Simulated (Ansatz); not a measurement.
# SnH5: what the fields show

Input file:

```
crystal:
  lattice:
    - [-2.2848259547, 2.2848259547, 2.5587638383]
    - [2.2848259547, -2.2848259547, 2.5587638383]
    - [2.2848259547, 2.2848259547, -2.5587638383]
  atoms:
    - { symbol: Sn, position: [0.5, 0.5, 0.0] }
    - { symbol: H, position: [0.2097100245, 0.2097100245, 0.419420049] }
    - { symbol: H, position: [0.7902899755, 0.7902899755, 0.580579951] }
    - { symbol: H, position: [0.2097100245, 0.7902899755, 0.0] }
    - { symbol: H, position: [0.7902899755, 0.2097100245, 0.0] }
    - { symbol: H, position: [0.0, 0.0, 0.0] }
basis:
  ecutwfc: 420
kpoints:
  mp_grid: { grid: [12, 12, 12] }
hamiltonian:
  xc: pbe
scf:
  occupations: { method: gaussian, width: 0.1 }
output:
  forces: true
  stress: true
  eigenvalues: true
  write_density: true
  write_potential: true
  elf: true
  volumetric_format: npy
relax:
  adjacent_minimum: "off"
  f_tol: 0.01
  max_steps: 80
  cell: { stress_tol: 0.05 }
```

Run with:

```sh
ansatz run input.yaml --threads 1 --pin off --max-ram 2560MiB --backend cpu --events-out ev --progress --plain --runs-dir out
```

Below, planes, directions and counts refer to the conventional cell (a = 4.70 Å, b = 4.70 Å, c = 4.83 Å, α = 90.00°, β = 90.00°, γ = 90.00°).

The fields are those of the relaxed geometry.

Space group I4/mmm; a structure generated by program, which may or may not match a known phase; computed without spin polarisation.

Level of theory: Ansatz 0.2.0, DFT PBE, scalar-relativistic, plane waves, PAW.

Core electrons are frozen (PAW), and the valence fields are smoothed inside the atomic spheres.

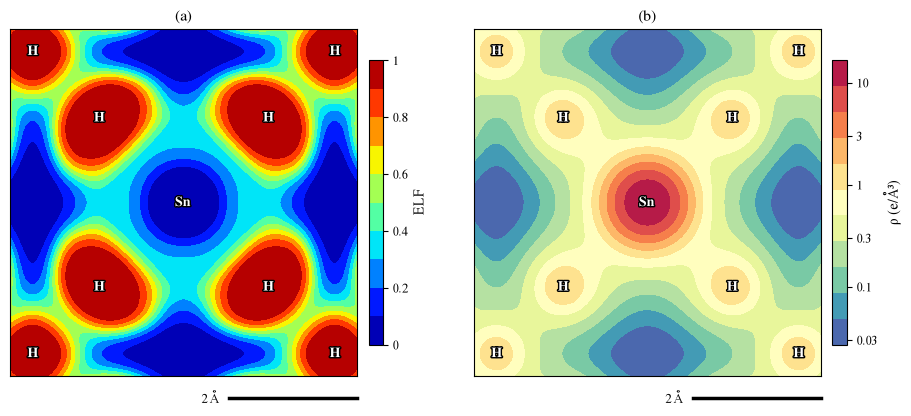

Figure 1. (a) electron localisation function; (b) valence charge density (pseudo) on the (001) plane of the conventional cell.

Question: What does the map show?

Answer: The plane passes through Sn and H nuclei.
Sn–H (1.86 Å): ρ is about 0.79 e/Å³ halfway; the ELF climbs to about 1 towards the hydrogen.
Between the atoms the lowest density in this plane is 0.03 e/Å³.

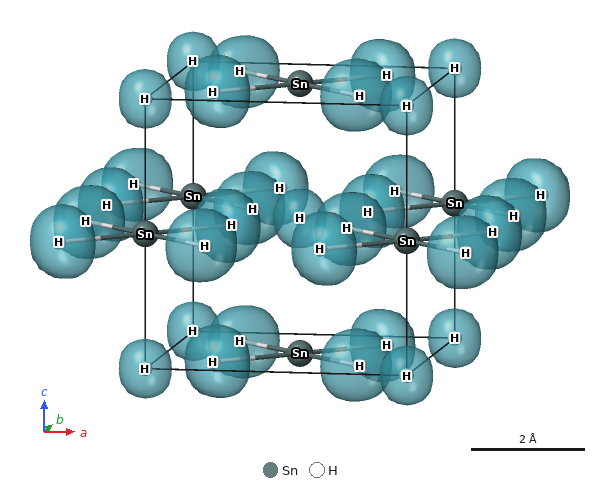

Figure 2. Isosurface of the ELF at 0.85 (cyan), seen slightly off an axis. Core shells and regions of very low density are left out. Sticks mark near contacts.

Question: Describe the localisation domains.

Answer: The ELF exceeds this value in ten regions around hydrogen nuclei, counted in one cell of 12 atoms. Any copies at cell faces, edges or corners count once.

Question: Does the calculation give a band gap?

Answer: It is metallic or semimetallic at this level of theory: no gap opens.
